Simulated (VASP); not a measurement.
## Electronic structure of TiO$_{2}$ (slab) in real space

```yaml
crystal:
  lattice:
    - [6.49435, 0.00000, 0.00000]
    - [0.00000, 2.95740, 0.00000]
    - [0.00000, 0.00000, 25.02767]
  atoms:
    - { symbol: O, position: [0.00000, 0.00000, 0.32205] }
    - { symbol: O, position: [0.50000, 0.00000, 0.44877] }
    - { symbol: O, position: [0.68585, 0.50000, 0.36362] }
    - { symbol: O, position: [0.00000, 0.00000, 0.42303] }
    - { symbol: O, position: [0.31415, 0.50000, 0.36362] }
    - { symbol: O, position: [0.00000, 0.00000, 0.57697] }
    - { symbol: O, position: [0.20454, 0.50000, 0.50000] }
    - { symbol: O, position: [0.50000, 0.00000, 0.55123] }
    - { symbol: O, position: [0.79546, 0.50000, 0.50000] }
    - { symbol: O, position: [0.68585, 0.50000, 0.63638] }
    - { symbol: O, position: [0.00000, 0.00000, 0.67795] }
    - { symbol: O, position: [0.31415, 0.50000, 0.63638] }
    - { symbol: Ti, position: [0.50000, 0.00000, 0.37543] }
    - { symbol: Ti, position: [0.00000, 0.50000, 0.36510] }
    - { symbol: Ti, position: [0.00000, 0.00000, 0.50000] }
    - { symbol: Ti, position: [0.50000, 0.50000, 0.50000] }
    - { symbol: Ti, position: [0.50000, 0.00000, 0.62457] }
    - { symbol: Ti, position: [0.00000, 0.50000, 0.63490] }
```

Method: Kohn-Sham DFT of a periodic cell, PBEsol, VASP PAW PBE potentials, recommended (VASP).

Core electrons are frozen (PAW), and the valence fields are smoothed inside the atomic spheres.

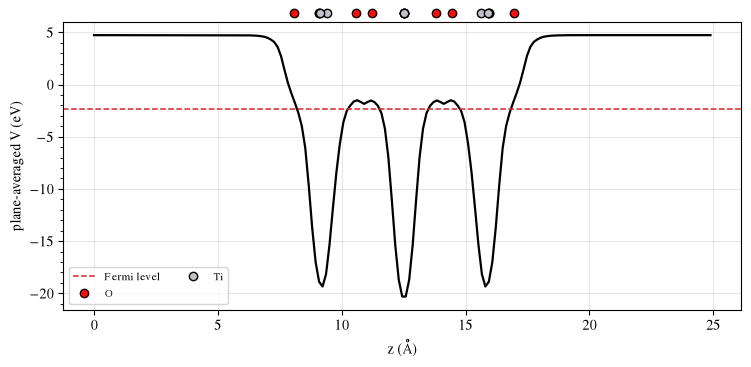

Figure 1. Plane average of the electrostatic potential energy of an electron across the slab. Circles mark the heights of the atoms.

**How far above the Fermi level of the calculation is the vacuum level?**

7.1 eV. The slab has a gap, so the Fermi level lies inside it and this isn't a work function in the metallic sense.

**How thick is the slab, and how wide the vacuum?**

The outermost nuclei are 8.9 Å apart, in 9 atomic planes; the vacuum between periodic images is 16.1 Å wide.

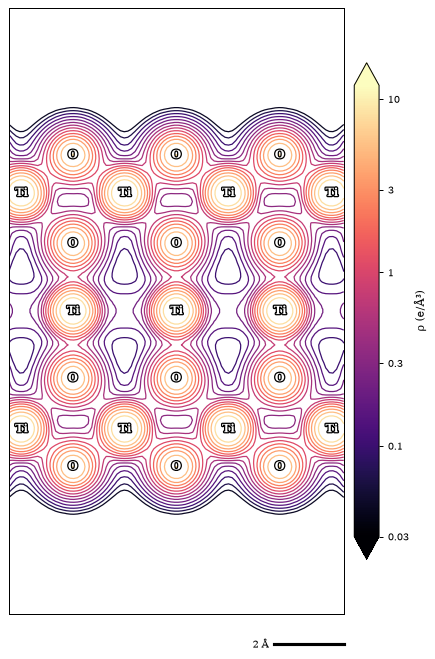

Figure 2. Valence pseudo-density on the (100) plane of the calculation cell, a cut from vacuum to vacuum.

**Describe what can be read from this map.**

The section cuts through O and Ti sites. Ti–O (1.83 Å): the density is about 1 e/Å³ at the midpoint. Ti–O (1.93 Å): the density is about 0.78 e/Å³ at the midpoint. The density dies away to nearly zero in the vacuum.
